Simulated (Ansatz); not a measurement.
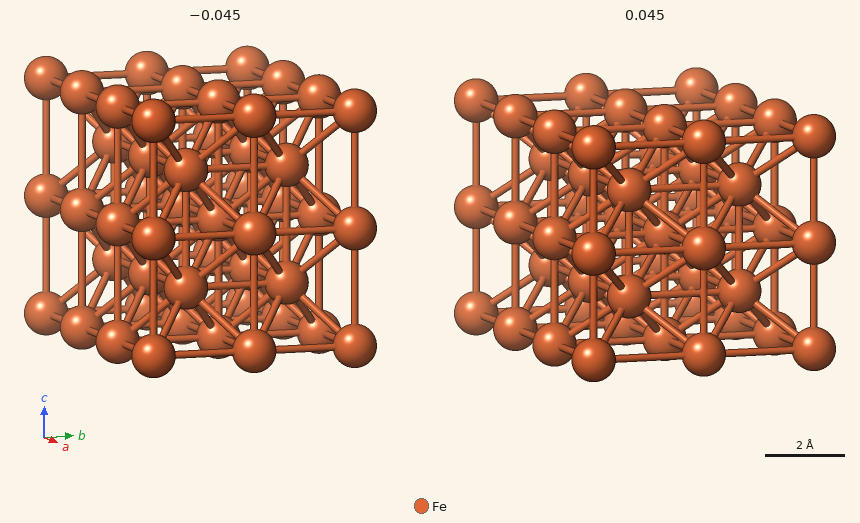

A crystal of Fe (set up in Im-3m), under biaxial strain in the a–b plane (c relaxed, atoms fixed by symmetry), with energies (extrapolated to zero smearing) counted from the relaxed crystal, which is the row at zero. The picture shows the first and the last member. Style: ball-and-stick. Shown: the cell of the calculation, repeated 3 × 2 × 2 with one cell outlined, slightly off an axis.

Computed with Ansatz 0.2.0: DFT PBE, scalar-relativistic, plane waves, PAW. Set-up: plane-wave cutoff 420 eV; k-point mesh 14 × 14 × 14; occupations gaussian; smearing width 0.1 eV; collinear spin; force threshold 0.008 eV/Å.

```csv
strain,energy (meV/atom),a (Å),c (Å)
−0.045,40.87,2.704,3.008
−0.03,18.32,2.747,2.935
−0.015,?,?,?
0.0,0.00,2.832,2.832
0.015,4.64,2.874,2.791
0.03,18.07,2.917,2.754
0.045,37.91,2.959,2.720
```

Estimate the missing row from the others, and compare with the calculation.

Answer. A parabola through three neighbouring rows (−0.045, −0.03, 0.0) gives, with Lagrange weights, (−0.3333)(40.87) + (1.0000)(18.32) + (0.3333)(0.00) = 4.70 meV/atom. The calculation gives 4.57 meV/atom (a = 2.789 Å, c = 2.877 Å). The estimate is 0.13 meV/atom too high. From the first member to the last: Fe–Fe 3.008 → 2.720 Å, Fe–Fe 2.704 → 2.959 Å, Fe–Fe 2.433 → 2.495 Å.

The whole series:

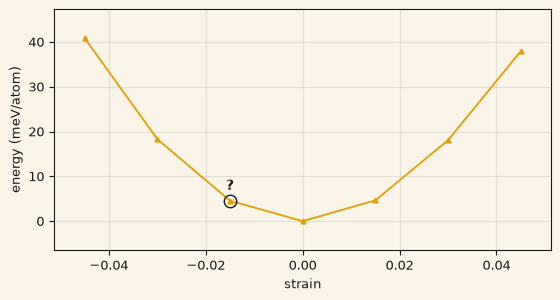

The cells carry a magnetic moment (4.4 to 4.7 μB per cell in all, first to last member); only the order that this cell allows was tried.
